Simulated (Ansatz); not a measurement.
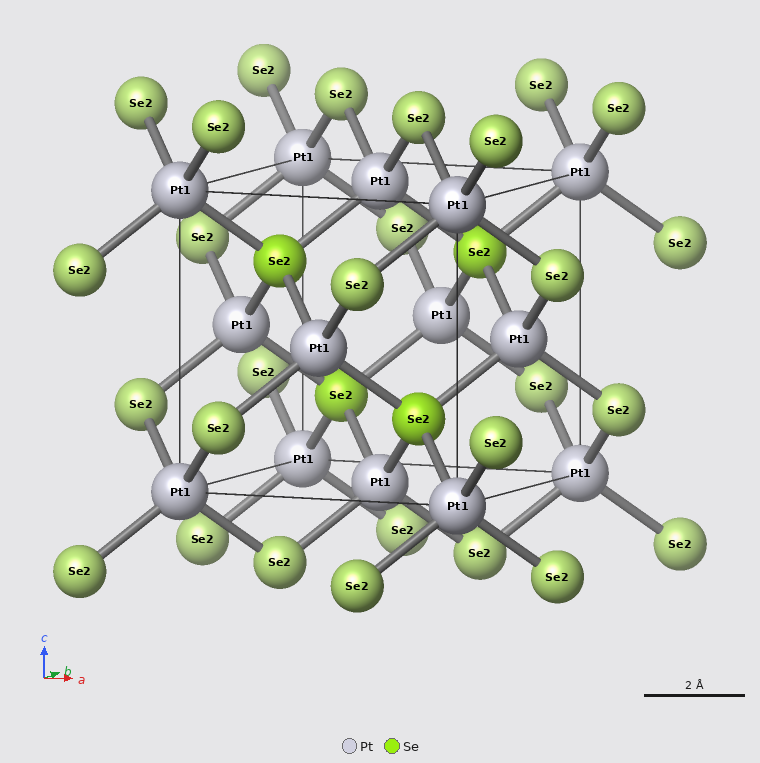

Figure 1. The structure (ball-and-stick view of the cell 4 times as large as that of the calculation, set on its symmetry axes, seen slightly off an axis; neighbours outside the cell are drawn fainter; atoms are numbered from 1 in the order of the input). An atom can appear more than once, as a periodic image.

# Run report: PtSe, single-point calculation (part 1 of 3)

System: PtSe (F-43m, 2 atoms in the cell).
Method: DFT PBE+U+J, scalar-relativistic, plane waves, PAW, U = 7 eV, J = 0.9 eV on Pt atom 1 d, spin-polarised (Ansatz 0.2.0).

The structure was built on a prototype by a generator; it need not be a known phase. It belongs to a series of runs on one base structure; here: natural orbitals of the symmetric run, filled by rank. Figures and captions count atoms from 1; the log counts them from 0 in places.

Input
```yaml
crystal:
  lattice:
    - [0.0, 3.03744723, 3.03744723]
    - [3.03744723, 0.0, 3.03744723]
    - [3.03744723, 3.03744723, 0.0]
  atoms:
    - { symbol: Pt, position: [0.0, 0.0, 0.0], spin: 2.0 }
    - { symbol: Se, position: [0.25, 0.25, 0.25] }
basis:
  ecutwfc: 420
  ecutrho_ratio: 4
kpoints:
  mp_grid: { grid: [5, 5, 5] }
hamiltonian:
  xc: pbe
  hubbard:
    sites:
      - { site: 0, l: d, u: 7.0, j: 0.9, starting_ns: [{ spin: up, occupation_matrix: s0up }, { spin: down, occupation_matrix: s0down }] }
    occupation_matrices:
      s0up:
        matrix:
          - [0.97, 0.0, 0.0, 0.0, 0.0]
          - [0.0, 0.97, 0.0, 0.0, 0.0]
          - [0.0, 0.0, 0.97, 0.0, 0.0]
          - [0.0, 0.0, 0.0, 0.97, 0.0]
          - [0.0, 0.0, 0.0, 0.0, 0.97]
      s0down:
        matrix:
          - [0.97, 0.0, 0.0, 0.0, 0.0]
          - [0.0, 0.02, 0.0, 0.0, 0.0]
          - [0.0, 0.0, 0.02, 0.0, 0.0]
          - [0.0, 0.0, 0.0, 0.97, 0.0]
          - [0.0, 0.0, 0.0, 0.0, 0.97]
    ns_hold: { iters: 10 }
scf:
  occupations: { method: gaussian, width: 0.05 }
  lower_state_search: "off"
  max_iter: 150
output:
  forces: true
  stress: true
  eigenvalues: true
  populations: true
  hubbard: { sites: [{ site: 0, l: d }] }
  write_density: true
  write_potential: true
  elf: true
  volumetric_format: npy
magnetization:
  spin_polarized: true
```

Hardware: 2 threads of Intel Xeon (Sapphire Rapids), 16 GiB of memory available, shared host.

Command:
```bash
ansatz run input.yaml --threads 2 --pin off --max-ram 3072MiB --backend cpu --events-out ev --progress --plain --runs-dir out
```

Output
```
Warning: crystal.symmetry: narrowed to the stabiliser of the occupation matrices — unitary ops 24 → 8; lowered by the specified shell (site 0, l: d); largest admitted image defect 8.9e-16, smallest excluded 9.5e-1 — at a splitting's scale: the group the occupation matrices' own texture admits
Pt: projections on atomic orbitals take those of the free atom [Kr 4d10 4f14] 5s2 5p6 5d9 6s1, of charge +0.00 (hamiltonian.pseudopotentials.projection_atoms); the dataset's partial waves leave at most 9.1e-5 of an orbital's norm unspanned inside its sphere
Se: projections on atomic orbitals take those of the free atom [Ar] 3d10 4s2 4p4, of charge +0.00 (hamiltonian.pseudopotentials.projection_atoms); the dataset's partial waves leave at most 2.3e-6 of an orbital's norm unspanned inside its sphere
Engine: ansatz 0.2.0, x86_64-unknown-linux-gnu
Pseudopotentials: kind: paw
Pseudopotential: Pt, paw, valence charge 18, recommended cutoff 420 eV (normal), Pt.paw.azcp
Pseudopotential: Se, paw, valence charge 16, recommended cutoff 420 eV (normal), Se.paw.azcp
Functional definition: PBE
  parameter kappa = 0.804
  parameter beta = 0.06672455060314922
  exchange = pbe_x(kappa = kappa, mu = beta*pi^2/3)
  correlation = pbe_c(beta = beta)
Crystal: 2 atoms, lattice volume = 56.047 Å³
Basis set: ecut = 420 eV, 1067 PW (Γ), exchange–correlation on 60×60×60 points (8 copies of the dense FFT grid, shifted against one another)
Bands: 22, of which v1, the nominal top of the filled ones, is band 17 counted from 1 (16 counted from 0)
Symmetry: 8 space group operations
k-points: 18 of 125 (time reversal used)
Non-local potential: Pt, projectors of the file, l = 0: 3, l = 1: 2, l = 2: 2, l = 3: 1
Non-local potential: Se, projectors of the file, l = 0: 2, l = 1: 2, l = 2: 3, l = 3: 1
PAW form: soft (Blöchl's): semilocal exchange-correlation on the pseudo side does not see the compensation charge
PAW one-centre angular grid: Pt, 590 points (default); XC on 64 Gauss nodes
PAW one-centre angular grid: Se, 590 points (default); XC on 64 Gauss nodes
Initial density: superposition of atomic densities (chi_scale 0.1, normalization cell)
Starting moments: Σ|m| = 2 μB on 1 of 2 sites
Initial wavefunctions: pseudopotential atomic-orbital guess
Functional: x = pbe(κ = 0.804, μ = 0.2195149727645171), c = pbe(β = 0.06672455060314922)
```
